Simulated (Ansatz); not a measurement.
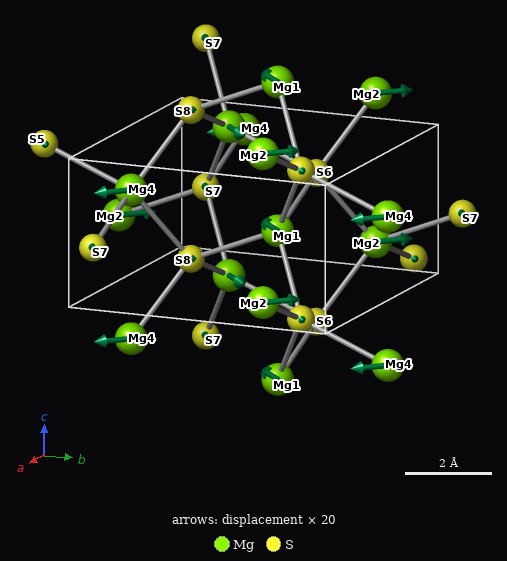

This is a relaxation of crystalline MgS (a generated structure, set up in P4_12_12) (coarse preliminary run). The starting structure is drawn; green arrows show the displacements (the part carried along by the change of the cell is left out), magnified 20 times.

The picture is a ball-and-stick view of the cell of the calculation, seen slightly off an axis.

Computed with Ansatz 0.2.0, DFT PBE, scalar-relativistic, plane waves, PAW. Set-up: plane-wave cutoff 420 eV; k-point mesh 4 × 4 × 6; occupations gaussian; smearing width 0.1 eV; no spin polarisation; cell and atoms relaxed; force threshold 0.04 eV/Å; at most 70 steps.

**Which element moves most?**

Magnesium: up to 0.047 Å, against 0.007 Å for sulfur.

**What happened in the run?**

The largest moves relative to the cell, 0.047 Å, are those of Mg atoms. By element the largest moves are Mg 0.047 Å, S 0.007 Å. The drawn cell changes as follows: a = b 6.578 → 6.968 Å (+5.9 %), c 3.591 → 3.692 Å (+2.8 %); the volume changes by +15.4 %. Among the contacts that change: Mg–S 2.341 → 2.474 Å, Mg–S 2.401 → 2.497 Å. Bond angles that change, for instance: S–Mg–S 100.2° → 96.6°, Mg–S–Mg 100.2° → 96.6°. The space group stays P4_12_12 (No. 92). Over 3 accepted moves (4 points after the start) the energy falls by 94.2 meV per atom. Largest force component: 0.3 eV/Å at the start, 0.023 eV/Å at the end. Pressure: 10.77 GPa at the start and 0.00 GPa at the end. The SCF was repeated once at an unchanged geometry on a basis and grid sized afresh for the cell, which shifted the energy by 0.2 meV per atom at most.
